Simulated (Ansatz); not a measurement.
Here is a crystal structure:

```
CELL_PARAMETERS angstrom
-3.10114 0.00000 0.00000
-1.55057 -2.68567 0.00000
0.00000 0.00000 15.76378
ATOMIC_POSITIONS crystal
Ta 0.66667 0.66667 0.26615
Ta 0.66667 0.66667 0.57584
Ta 0.33333 0.33333 0.73385
Ta 0.33333 0.33333 0.42416
N 0.00000 0.00000 0.65485
N 0.00000 0.00000 0.34515
```

### Give a crystallographic description of this input.

The solid is Ta2N. One cell contains 4 Ta, 2 N, 6 atoms in all. The coordination, counted out to bonding distance, is Ta 12 to 15 (mean 13.5) and N 6.

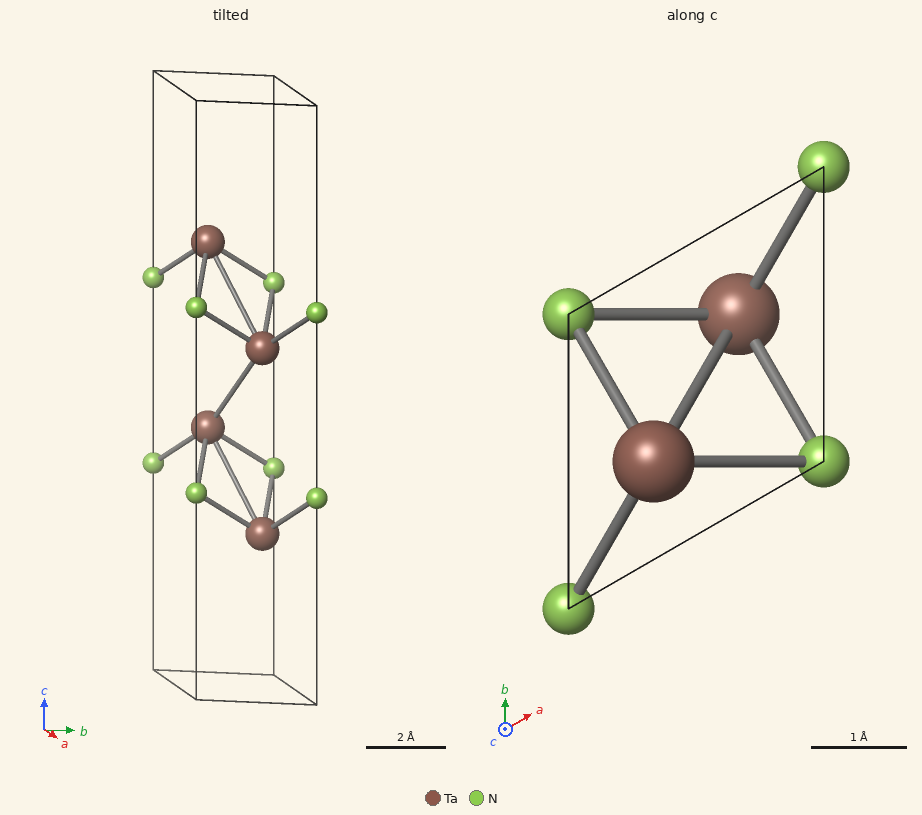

Drawn in the ball-and-stick manner and seen slightly off an axis and along the c axis. The wireframe shows the simulation cell.

Provenance: a structure listed in the Materials Project. The cell was then strained or its atoms displaced on purpose. It went into a calculation with Ansatz.
